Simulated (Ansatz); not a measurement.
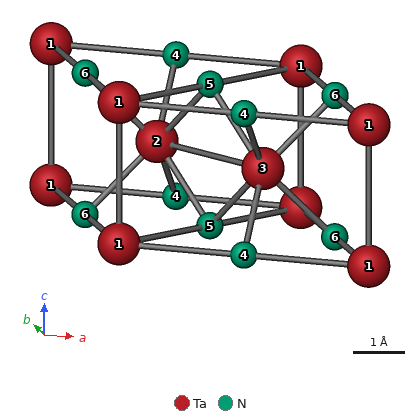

*The structure (ball-and-stick view of the cell of the calculation, seen slightly off an axis; atoms are numbered from 1 in the order of the input). An atom can appear more than once, as a periodic image.*

Run report: TaN, field-gradient calculation

TaN (P-1, 6 atoms in the cell), computed with DFT, LDA, PAW with Ansatz's default frozen-core files, scalar-relativistic, no spin polarisation (Ansatz 0.2.0).

The structure derives from an entry of the Crystallography Open Database. It belongs to a series of runs on one base structure; here: equal xy, yz and zx shear strains of -2 %, PAW files. Figures and captions count atoms from 1; the log counts them from 0 in places.

**The program's output**
```
Ta: output.efg is read without spin–orbit coupling, which moves field gradients at and beside such atoms by some per cent and up to a factor of two; PAW files take it under magnetization.noncollinear and magnetization.spin_orbit
Engine: ansatz 0.2.0, x86_64-unknown-linux-gnu
Pseudopotentials: kind: paw
Pseudopotential: Ta, paw, valence charge 13, recommended cutoff 420 eV (normal), Ta.paw.azcp
Pseudopotential: N, paw, valence charge 5, recommended cutoff 420 eV (normal), N.paw.azcp
Functional definition: SPW92
  exchange = slater_x
  correlation = pw_c
Crystal: 6 atoms, lattice volume = 67.685 Å³
Basis set: ecut = 420 eV, 1299 PW (Γ)
Bands: 33, of which v1, the nominal top of the filled ones, is band 27 counted from 1 (26 counted from 0)
Symmetry: 2 space group operations
Space group: P-1 (ITA 2), of the structure as read, at distance tolerance 4.1e-5 Å
k-points: 101 of 200
Non-local potential: Ta, projectors of the file, l = 0: 3, l = 1: 2, l = 2: 2, l = 3: 1
Non-local potential: N, projectors of the file, l = 0: 2, l = 1: 2, l = 2: 1
PAW form: soft (Blöchl's): semilocal exchange-correlation on the pseudo side does not see the compensation charge
PAW frozen core: Ta, regenerated for the run's functional, and the local potential with it (the file was generated under x = pbe(κ = 0.804, μ = 0.2195149727645171), c = pbe(β = 0.06672455060314922))
PAW frozen core: N, regenerated for the run's functional, and the local potential with it (the file was generated under x = pbe(κ = 0.804, μ = 0.2195149727645171), c = pbe(β = 0.06672455060314922))
PAW one-centre angular grid: Ta, 590 points (default); XC on 64 Gauss nodes
PAW one-centre angular grid: N, 110 points (default); XC on 64 Gauss nodes
Initial density: superposition of atomic densities (neutral atoms: chi_scale 0, normalization atom), corrected by the library's trained network
Initial wavefunctions: pseudopotential atomic-orbital guess
Functional: x = slater, c = lda
SCF iter   1: F=—  HF=-30175.014737 eV  |F-HF|=—  |Δ(HF+E_count)|=         —  Δρ=1.11e-2  dr2=1.44e-1  ethr=1.77e-3  ⟨swp⟩=5.9  Hψ=13877  notcnv=0
preconditioner: auto → Kerker (q_TF=auto, 2.627 Å⁻¹)  [metal: Δε(μ)=0.027 eV  Ē_g=9.187 eV  σ=0.030 eV  W_gap=0.21  n_scr=26 (ndim 8)  ℏωp=24.7 eV  f_vac=0.000  D(μ)=1.14/eV (n_scr^D=6)]
SCF iter   2: F=—  HF=-30174.992923 eV  |F-HF|=—  |Δ(HF+E_count)|=   2.18e-2  Δρ=4.54e-3  dr2=1.28e-2  ethr=2.66e-4  ⟨swp⟩=2.0  Hψ=4597  notcnv=0  defer=92
SCF iter   3: F=—  HF=-30174.990114 eV  |F-HF|=—  |Δ(HF+E_count)|=   2.81e-3  Δρ=1.94e-3  dr2=2.52e-3  ethr=2.36e-5  ⟨swp⟩=2.0  Hψ=3663  notcnv=0  defer=108
SCF iter   4: F=—  HF=-30174.989467 eV  |F-HF|=—  |Δ(HF+E_count)|=   6.47e-4  Δρ=5.19e-4  dr2=1.55e-4  ethr=4.66e-6  ⟨swp⟩=2.0  Hψ=4469  notcnv=0  defer=108
SCF iter   5: F=—  HF=-30174.989427 eV  |F-HF|=—  |Δ(HF+E_count)|=   4.02e-5  Δρ=1.54e-4  dr2=9.31e-6  ethr=2.87e-7  ⟨swp⟩=2.0  Hψ=4677  notcnv=0  defer=108
SCF iter   6: F=—  HF=-30174.989425 eV  |F-HF|=—  |Δ(HF+E_count)|=   1.19e-6  Δρ=2.03e-5  dr2=3.14e-7  ethr=1.72e-8  ⟨swp⟩=2.9  Hψ=5639  notcnv=0  defer=108
SCF iter   7: F=-30174.989425 eV  HF=-30174.989425 eV  |F-HF|=1.65e-9  |Δ(HF+E_count)|=   3.32e-8  Δρ=2.59e-6  dr2=3.57e-9  ethr=1.85e-10  ⟨swp⟩=13.5  Hψ=22792  notcnv=0
SCF 1 converged in 7 iterations: F = -30174.989425 eV  dr2 = 3.57e-9
  greatest PAW one-centre occupation: 1.000 electrons in one spin orbital (limit 2), on the Ta atom at site 2 (counted from 0), in its partial waves of l = 0
SCF converged after 7 iterations
Free energy (F): -30174.989425 eV
Harris-Foulkes:  -30174.989425 eV  (|F-HF|=1.65e-9)
Internal energy: -30174.986259 eV  (E = F + TS)
E sigma→0 (E₀):  -30174.987842 eV
Entropy (-TS):   -0.003167 eV (-0.528 meV/atom)
Fermi energy:    19.319703 eV
--- Per-component energies (eV) ---
  E_band       = -229.014744
  E_kinetic    = 1498.797852
  E_local      = -2083.052459  (includes V_loc(G=0)·N_el)
  E_nonlocal   = 201.853419
  E_hartree    = 706.891657
  E_xc         = -832.102935
  E_vxc        = -844.324247  (∫ρ·V_xc dr)
  E_paw        = -24802.081100  (= ΣΔE_a)
  E_vpaw       = -416.074325  (= ΣTr[D̂ρ^β])
  E_aug_tail   = 0.000811  (compensation charges beyond the density's cutoff)
  E_ewald      = -4866.310344
  E_core_change = 1.016840  (= ΣΔE_core)
  E_smearing   = -0.003167  (= −TS)
  E_closure    = 0.000000  (closes the sum)
  Σ components = -30174.989425   (vs F -30174.989425, Δ=0.00e0)
--- Forces (eV/Å), atoms counted from 1 ---
  atom   1  Ta     0.00000000     0.00000000     0.00000000
  atom   2  Ta     0.29724806     0.00007772     0.02841750
  atom   3  Ta    -0.29724806    -0.00007772    -0.02841750
  atom   4  N      0.00000000     0.00000000     0.00000000
  atom   5  N      0.00000000     0.00000000     0.00000000
  atom   6  N      0.00000000     0.00000000     0.00000000
  max |Σ_I F_I| component: 0.00e0 eV/Å
--- Stress (GPa, compression-positive) ---
       -3.568363       2.421895       4.134521
        2.421895      -3.365929       4.124622
        4.134521       4.124622      -6.063098
  P = ⅓ Tr σ = -4.3325 GPa (-43.325 kbar)
--- PAW observables at the nuclei: V_zz in 10²¹ V/m², potentials from the cell's mean, atoms counted from 1 ---
  atom   1  Ta V_zz =   -45.394820   η = 0.0916   by run symmetry: allowed
            electrostatic potential = -14499.401024 V   contact ρ = 8123623.472708 e/Å³
  atom   2  Ta V_zz =   -39.420620   η = 0.0584   by run symmetry: allowed
            electrostatic potential = -14499.824463 V   contact ρ = 8123676.901895 e/Å³
  atom   3  Ta V_zz =   -39.420620   η = 0.0584   by run symmetry: allowed
            electrostatic potential = -14499.824463 V   contact ρ = 8123676.901895 e/Å³
  atom   4  N  V_zz =    +2.989989   η = 0.8162   by run symmetry: allowed
            electrostatic potential = -528.737777 V   contact ρ = 1390.944667 e/Å³
  atom   5  N  V_zz =    +2.911087   η = 0.7687   by run symmetry: allowed
            electrostatic potential = -528.708979 V   contact ρ = 1390.883799 e/Å³
  atom   6  N  V_zz =    +3.051238   η = 0.8528   by run symmetry: allowed
            electrostatic potential = -528.766889 V   contact ρ = 1391.020393 e/Å³
--- Band table (eV; the first three rows and the last of 101) ---
  k-point 0: bands = ["-49.8520", "-49.8029", "-49.4946", "-16.7877", "-16.7698", "-16.3857", "-16.3780", "-16.1821", "-16.0452", "-16.0426", "-16.0260", "-15.2808", "1.0497", "4.3457", "4.4108", "9.0214", "12.0378", "12.2109", "13.0532", "13.1545", "13.7461", "16.1480", "16.2509", "16.3631", "16.8238", "17.2218", "17.8783", "18.1734", "20.0649", "20.0825", "20.5238", "21.4690", "21.5442"]
  k-point 1: bands = ["-49.8450", "-49.7961", "-49.4891", "-16.7645", "-16.7470", "-16.3618", "-16.3584", "-16.3245", "-16.1750", "-16.0420", "-16.0240", "-15.3804", "1.4042", "4.1809", "4.2353", "9.5933", "12.0482", "12.2074", "12.9480", "13.0456", "13.5874", "15.4815", "15.5752", "16.1423", "16.8909", "17.8834", "18.2350", "18.5022", "20.0101", "20.0282", "20.6971", "21.7208", "21.7545"]
  k-point 2: bands = ["-49.8279", "-49.7795", "-49.4758", "-16.7081", "-16.6914", "-16.6716", "-16.4834", "-16.3006", "-16.2878", "-16.0375", "-16.0230", "-15.6145", "2.3170", "3.7886", "3.8203", "11.0908", "11.8648", "11.9773", "12.4506", "12.8186", "12.9019", "14.7232", "14.8238", "17.0775", "17.3003", "18.5440", "18.5762", "19.0112", "19.2196", "19.6126", "21.1554", "22.2952", "22.3417"]
  k-point 100: bands = ["-49.8336", "-49.8072", "-49.4894", "-16.8014", "-16.6932", "-16.3914", "-16.3045", "-16.2693", "-16.2135", "-16.0815", "-16.0489", "-15.3802", "1.9829", "3.4349", "4.2418", "10.7000", "11.0045", "12.4063", "12.9365", "13.5143", "13.6029", "13.8619", "14.6413", "15.5584", "16.5107", "18.4189", "18.9068", "20.3151", "20.3694", "20.7305", "21.3731", "21.8133", "21.8783"]
```

**File rho_z.tsv**
```
# z_ang	rho[e/angstrom^3]
# format = ansatz-planar-average/11
# lattice	5.184999256	-0.051849993	-0.051849993
# lattice	-2.637403039	4.516266070	-0.018978414
# lattice	-0.029080000	-0.029080000	2.908000000
# sites	6
# site	73	0.000000000	0.000000000	0.000000000
# site	73	-0.044475607	2.979020716	1.424064393
# site	73	2.562991825	1.456315362	1.413107200
# site	7	2.592499628	-0.025924996	-0.025924996
# site	7	1.273798109	2.232208039	-0.035414204
# site	7	-1.318701519	2.258133035	-0.009489207
0.000000	1.091329e0
0.145415	1.058594e0
0.290829	9.538629e-1
0.436244	7.930479e-1
0.581658	6.447823e-1
0.727073	5.787515e-1
0.872487	6.120203e-1
1.017902	7.070173e-1
1.163316	7.998384e-1
1.308731	8.516667e-1
1.454145	8.658192e-1
1.599560	8.516667e-1
1.744974	7.998384e-1
1.890389	7.070173e-1
2.035804	6.120203e-1
2.181218	5.787515e-1
2.326633	6.447823e-1
2.472047	7.930479e-1
2.617462	9.538629e-1
2.762876	1.058594e0
```

**File v_z.tsv**
```
# z_ang	v_es[eV]	v_tot[eV]
# format = ansatz-planar-average/11
# xc	lda
# density_cutoff_ev	1680
# datasets	Ta=:simpson_from_first_knot:soft:shift=-2157381	N=:simpson_from_first_knot:soft:shift=-528844
# lattice	5.184999256	-0.051849993	-0.051849993
# lattice	-2.637403039	4.516266070	-0.018978414
# lattice	-0.029080000	-0.029080000	2.908000000
# sites	6
# site	73	0.000000000	0.000000000	0.000000000
# site	73	-0.044475607	2.979020716	1.424064393
# site	73	2.562991825	1.456315362	1.413107200
# site	7	2.592499628	-0.025924996	-0.025924996
# site	7	1.273798109	2.232208039	-0.035414204
# site	7	-1.318701519	2.258133035	-0.009489207
0.000000	2.659874e0	-1.202888e1
0.145415	3.470342e0	-1.109395e1
0.290829	5.615408e0	-8.584658e0
0.436244	8.193315e0	-5.469876e0
0.581658	1.017189e1	-2.942024e0
0.727073	1.083543e1	-1.914562e0
0.872487	1.013317e1	-2.543512e0
1.017902	8.748416e0	-4.087916e0
1.163316	7.184722e0	-5.892161e0
1.308731	5.949922e0	-7.312322e0
1.454145	5.491319e0	-7.836945e0
1.599560	5.949922e0	-7.312322e0
1.744974	7.184722e0	-5.892161e0
1.890389	8.748416e0	-4.087916e0
2.035804	1.013317e1	-2.543512e0
2.181218	1.083543e1	-1.914562e0
2.326633	1.017189e1	-2.942024e0
2.472047	8.193315e0	-5.469876e0
2.617462	5.615408e0	-8.584658e0
2.762876	3.470342e0	-1.109395e1
```

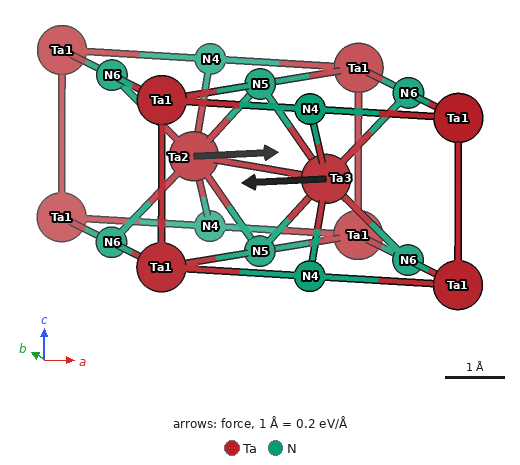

*Forces on the atoms as black arrows (ball-and-stick view of the cell of the calculation, seen slightly off an axis; atoms are numbered from 1 in the order of the input).*

The largest act on Ta2, Ta3 (0.30 eV/Å). The geometry is not a stationary point of this energy.

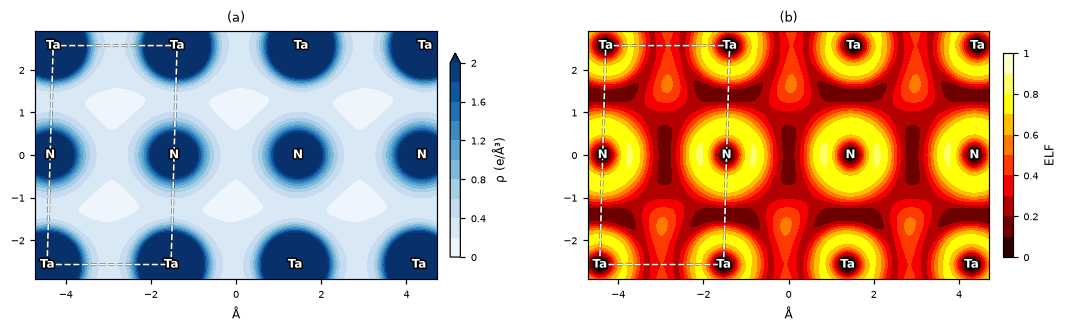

*(a) valence electron density; (b) ELF on the (001) plane of the conventional cell.*

Ta–Ta (2.91 Å): ρ at the midpoint is about 0.33 e/Å³; the ELF is about 0.40 at the midpoint; no localised pair between them. Away from the nuclei the density in this plane falls to 0.17 e/Å³ at its lowest. The strong features right at Ta lie inside the PAW spheres (semicore, d or f shells) and say nothing about bonding. The fields are those of the smooth PAW valence density.

This output came from the following input.

**Input file**
```yaml
crystal:
  lattice:
    - [5.1849992558, -0.0518499926, -0.0518499926]
    - [-2.6374030386, 4.5162660704, -0.0189784145]
    - [-0.02908, -0.02908, 2.908]
  atoms:
    - { symbol: Ta, position: [0.0, 0.0, 0.0] }
    - { symbol: Ta, position: [0.3333333333, 0.6666666667, 0.5] }
    - { symbol: Ta, position: [0.6666666667, 0.3333333333, 0.5] }
    - { symbol: "N", position: [0.5, 0.0, 0.0] }
    - { symbol: "N", position: [0.5, 0.5, 0.0] }
    - { symbol: "N", position: [0.0, 0.5, 0.0] }
kpoints:
  mp_grid: { grid: [5, 5, 8] }
scf:
  occupations: { method: fermi_dirac, width: 0.03 }
hamiltonian:
  xc: lda
  pseudopotentials: { kind: paw }
output:
  forces: true
  stress: true
  eigenvalues: true
  efg: { contact_densities: true }
  write_density: true
  write_potential: true
  elf: true
  volumetric_format: npy
```

Launched with:
```bash
ansatz run input.yaml --threads 2 --pin off --max-ram 8192MiB --backend cpu --events-out ev --progress --plain --runs-dir out
```

**Summary**

| quantity | value |
| --- | --- |
| outcome | converged |
| space group (tolerance 0.01 Å) | P-1 (2) |
| electrons treated | 54 |
| free energy | −30174.9894 eV |
| Fermi energy | 19.320 eV |
| pressure | −4.33 GPa |
| field gradient V_zz (10²¹ V/m²) | Ta −45.39, Ta −39.42, Ta −39.42, N 2.99, N 2.91, N 3.05 |
| largest force (length of the vector) | 0.299 eV/Å |
| hardware | 2 threads of Intel Xeon @ 2.90GHz (Ice Lake), 192 GiB of memory available, shared host |
| wall time | 13 s (CPU time 23 s) |
| peak memory | 0.57 GiB |

Warnings of the run: the field gradients leave out spin–orbit coupling. Spin–orbit coupling is left out, which matters for Ta.
